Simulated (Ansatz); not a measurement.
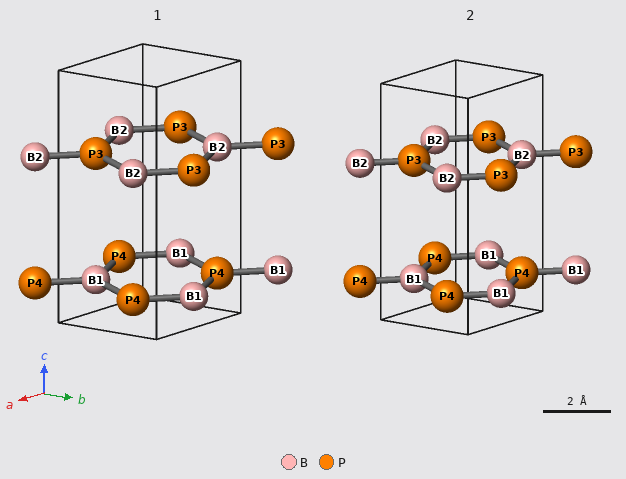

Two geometries of a crystal of BP (a generated structure, set up in P6_3/mmc) (coarse preliminary run), drawn at one scale. One is the start of a relaxation, the other its converged end. The picture is a ball-and-stick view of the cell of the calculation, repeated 2 × 2 × 1 with one cell outlined, seen from a free direction.

The calculation used DFT r2SCAN, scalar-relativistic, plane waves, PAW (Ansatz). (plane-wave cutoff 500 eV; k-point mesh 12 × 12 × 4; occupations gaussian; smearing width 0.1 eV; no spin polarisation; cell and atoms relaxed; force threshold 0.05 eV/Å; at most 60 steps)

### Which one is relaxed?

Structure 1 is the relaxed one. Case: N → P on all its sites, cell and atoms relaxed. The atoms keep their places relative to the cell (all moves are under 0.005 Å). The volume changes by +35.3 %, with a = b 2.847 → 3.203 Å (+12.5 %), c 7.824 → 8.357 Å (+6.8 %). Near-neighbour distances that change, for instance: P3–P3 2.847 → 3.203 Å, B1–P4 1.643 → 1.849 Å. The space group stays P6_3/mmc (No. 194). Over 4 accepted moves (5 points after the start) the energy falls by 909 meV per atom. All forces vanish by symmetry, so only the cell relaxes. Pressure: 65.40 GPa at the start and 0.10 GPa at the end. At 1 point the geometry stayed and the basis and grid were re-selected for the new cell (energy shift of 1.4 meV per atom at most each time).

Limits of the set-up: layers or molecules are held without a dispersion correction, so their spacing is unreliable.
